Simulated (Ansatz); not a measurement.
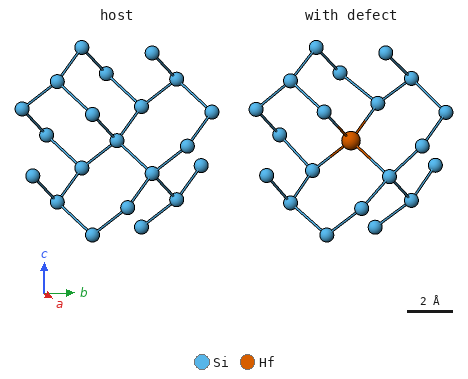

Left: perfect Si. Right: the same region with one point defect, after relaxing the atoms in a supercell of 32 sites. The picture is a ball-and-stick view of the atoms within 5.4 Å of one point, in a slice 5.0 Å thick across the line of sight, seen slightly off an axis.

All numbers below come from DFT PBE, scalar-relativistic, plane waves, PAW (Ansatz 0.2.0). (plane-wave cutoff 420 eV; k-point mesh 3 × 3 × 3; occupations gaussian; smearing width 0.01 eV; no spin polarisation) The cell is small and the k-mesh coarse, so the numbers are rough. The axes drawn are those of the host's conventional cell.

Q: Which defect is it?

A: A silicon atom is replaced by hafnium.

The charge state of the cell is 0.

Q: What does the relaxation do around it?

A: In the host the Si atom has 4 Si at 2.37 Å; the Hf atom ends with 4 Si at 2.59 Å. Of the host's atoms, a silicon atom moves furthest from its site, by 0.22 Å. Relaxing the atoms from the host's sites lowers the energy by 1.40 eV. At a tolerance of 0.02 Å the relaxed supercell has space group I-43m.
